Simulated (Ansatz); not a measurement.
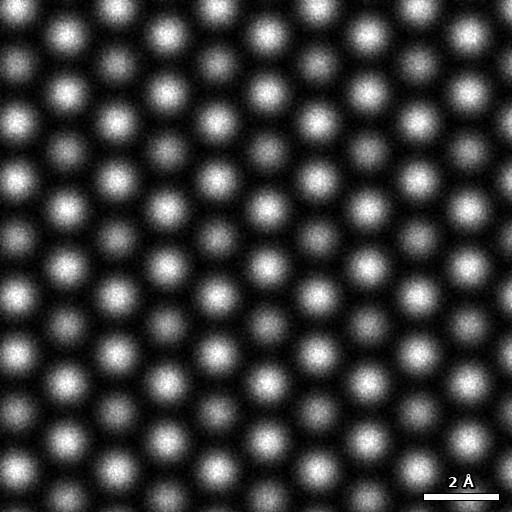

Dark-field STEM-like image of a crystal. Simulation: incoherent imaging, intensity Z^1.6 per atom, probe width 0.75 Å, thin sample. Shot noise was added.

What two-dimensional lattice does the image show, and how large is its cell?

The pattern repeats on a hexagonal net with a repeat of 2.7 Å.

Which plane group does this projection have?

p6mm: sixfold points with mirror lines through them.

How many columns does the smallest repeating cell hold, and how many levels of brightness?

3 columns in the primitive cell of 6.5 Å², with 2 levels of brightness (about 100, 65 % of the brightest, counted from the darkest point).

The crystal is Pt (P-6m2, No. 187) seen along [001]. Structure used: the end point of a relaxation with DFT PBEsol, scalar-relativistic, plane waves, PAW (Ansatz 0.2.0); the starting structure was generated, so it need not be a known form of this composition.
